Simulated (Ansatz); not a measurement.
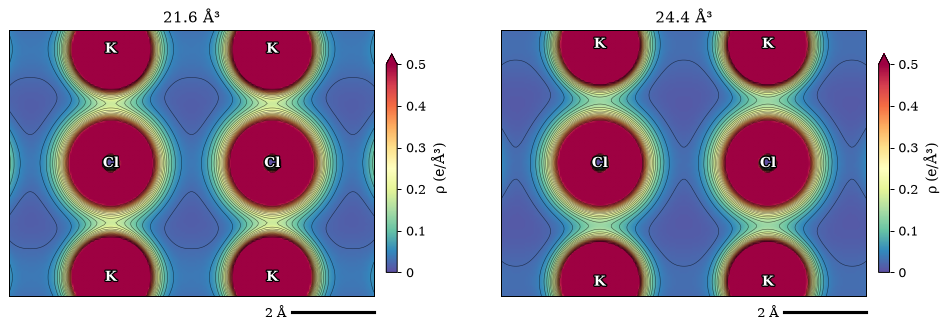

KCl. The valence electron density of cells scaled evenly to different volumes (given per atom above each panel), on the (011̄) plane of each (indices in the axes of the cell below), at one length scale and on one colour scale.

All numbers below come from DFT, PBEsol, PAW with Ansatz's default frozen-core files, scalar-relativistic; relaxation of cell and atoms in Ansatz 0.2.0.

The largest cell:

```
K Cl
1.0
     0.00000    2.90163    2.90163
     2.90163    0.00000    2.90163
     2.90163    2.90163    0.00000
K Cl
1 1
Direct
  0.00000 0.00000 0.00000
  0.50000 0.50000 0.50000
```

| volume (Å³/atom) | K–Cl contact in the plane (Å) | ρ at its midpoint (e/Å³) | pressure (GPa) | gap on the mesh (eV) | 
| --- | --- | --- | --- | --- |
| 21.57 | 2.784 | 0.187 | 15.0 | 5.64 | 
| 23.14 | 2.850 | ? | ? | ? | 
| 24.43 | 2.902 | 0.148 | 7.0 | 5.93 | 

Q: Estimate the missing row, and compare with the calculation.

A: Over the known rows ln ρ falls by 1.98 per Å of K–Cl distance (the line through the two), which gives 0.164 e/Å³ at 2.850 Å; the calculation gives 0.164 e/Å³. For the pressure, a straight line in volume between the neighbouring rows gives 10.6 GPa; the calculation gives 10.0, lower because pressure rises ever faster on compression. For the gap on the mesh, a straight line in volume between the neighbouring rows gives 5.80 eV; the calculation gives 5.85.
